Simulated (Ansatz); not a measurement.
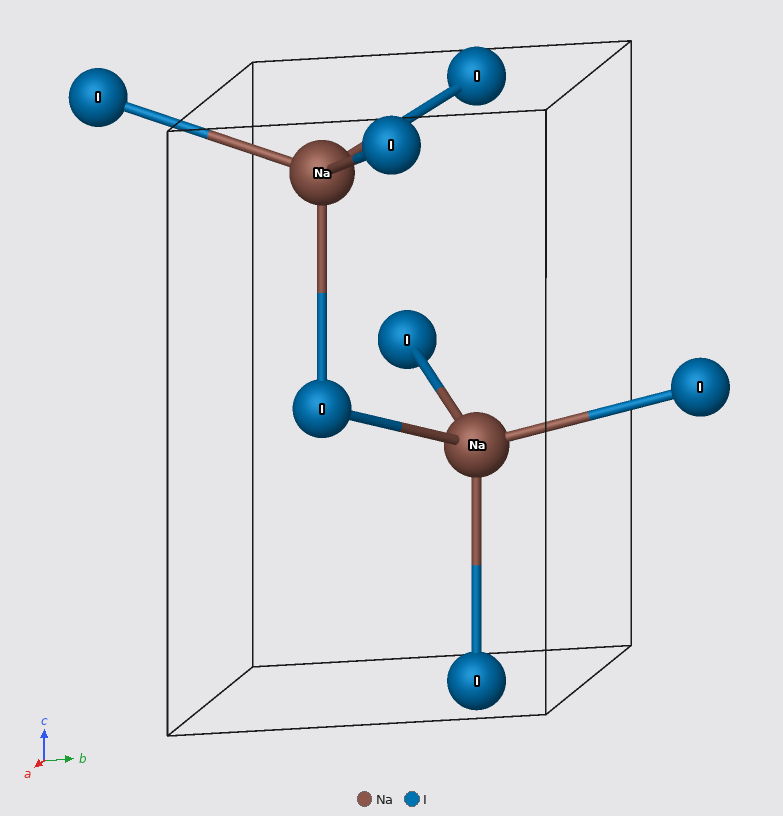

Crystal structure, ball-and-stick style, seen slightly off an axis. The wireframe shows the conventional unit cell. Some atoms of the next cells are drawn as well. Cell: a = 5.15 Å, b = 5.15 Å, c = 7.97 Å, α = 90.00°, β = 90.00°, γ = 120.00°.

The cell started as a structure type filled with these elements by a generator (whether the compound takes this form wasn't checked). Earlier steps of the study may have refined or changed the cell and positions. It was run through Ansatz as a DFT input.

**What can be read from this drawing?**

The structure is one of NaI. The atoms follow space group P6_3mc (No. 186); the Bravais lattice is primitive hexagonal. The structure is of the kind named wurtzite. Cell content: 2 Na, 2 I, that is 2 formula units. Around each Na lie four I in a tetrahedral arrangement at about 3.1 Å. Each I atom has four Na in a tetrahedral arrangement at about 3.1 Å around it. The bonds build a three-dimensional framework.

Computational set-up: Ansatz, DFT PBE, scalar-relativistic, plane waves, PAW, an energy cutoff of 420 eV, 6×6×4 k-mesh, Gaussian smearing of 0.02 eV, no spin polarisation.

**Metal or not?**

An insulator at this level, with a gap of 3.70 eV, direct.

**Give the Bader charge of each element.**

Na +0.85 e; I -0.85 e.

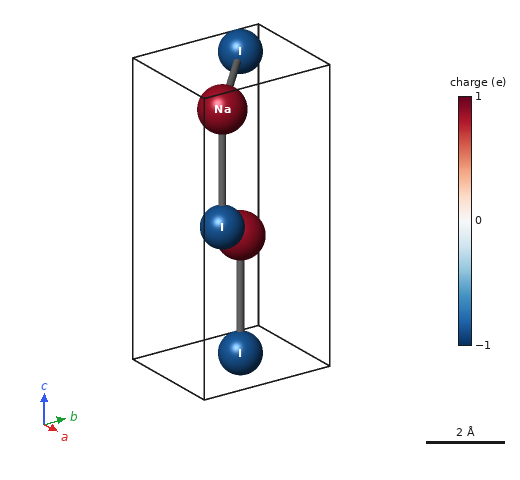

The atoms coloured by those charges. The run's cell of 4 atoms is drawn, so axes and origin can differ from the first picture.

**Are forces and stress small enough to call this relaxed?**

Yes. All forces vanish to within 0.01 eV/Å. The pressure is 0.0 GPa, close to zero.
